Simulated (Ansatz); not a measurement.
## Electronic structure of Al$_{2}$O$_{5}$ in real space

```
Al O
1.0
     3.75651    0.00000    0.00000
     0.00000   11.43476    0.00000
     0.00000    0.00000    3.72444
Al O
4 10
Cartesian
  1.8783 4.0318 3.0718
  1.8783 7.4030 3.0718
  0.0000 9.7492 0.6526
  0.0000 1.6856 0.6526
  1.8783 3.6706 1.1992
  1.8783 7.7642 1.1992
  1.8783 5.7174 2.9257
  0.0000 3.4515 3.0989
  0.0000 7.9833 3.0989
  0.0000 9.3879 2.5252
  0.0000 2.0468 2.5252
  0.0000 0.0000 0.7987
  1.8783 9.1688 0.6255
  1.8783 2.2659 0.6255
```

Space group Pmmn; a generated structure, not necessarily the stable one.

Method: Ansatz, DFT PBE, scalar-relativistic, plane waves, PAW.

In a PAW calculation such maps are meaningful between the atoms, not at the nuclei.

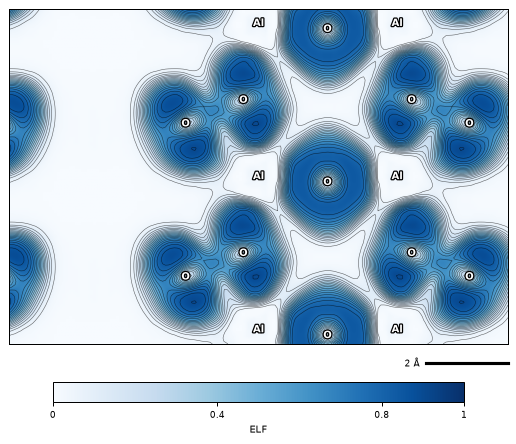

Figure 1. Electron localisation function on the (100) plane of the conventional cell.

What do the fields say about this system?

- Atoms in the plane: Al and O.
- O–O (1.52 Å): the ELF peaks at about 0.65 between the atoms.
- Al–O (1.69 Å): the ELF peaks at about 0.85 in the valence shell of O, 0.6 Å from its nucleus, and is about 0.80 at the midpoint.
- Al–O (1.89 Å): the ELF peaks at about 0.90 in the valence shell of O, 0.6 Å from its nucleus, and is about 0.80 at the midpoint.
- The ELF also peaks beside O, away from the bonds: lone-pair regions.

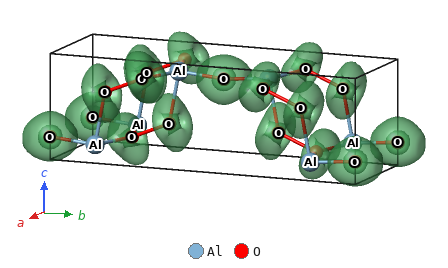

Figure 2. Isosurface of the electron localisation function at 0.75 (green), seen slightly off an axis. Only the valence region is drawn (cores and ρ < 0.01 e/Å³ removed). Sticks mark near contacts.

Identify the bonds, lone pairs and shells in this picture.

The surface consists of ten regions on O in which the atom's valence shell and bonds are merged, counted in one cell of 14 atoms. Regions shared between cells count once.

Metal or insulator at this level of theory?

It is gapped, with a Kohn–Sham gap of 2.9 eV on the k-point mesh (the band edges may lie off the mesh, which would make the gap smaller).
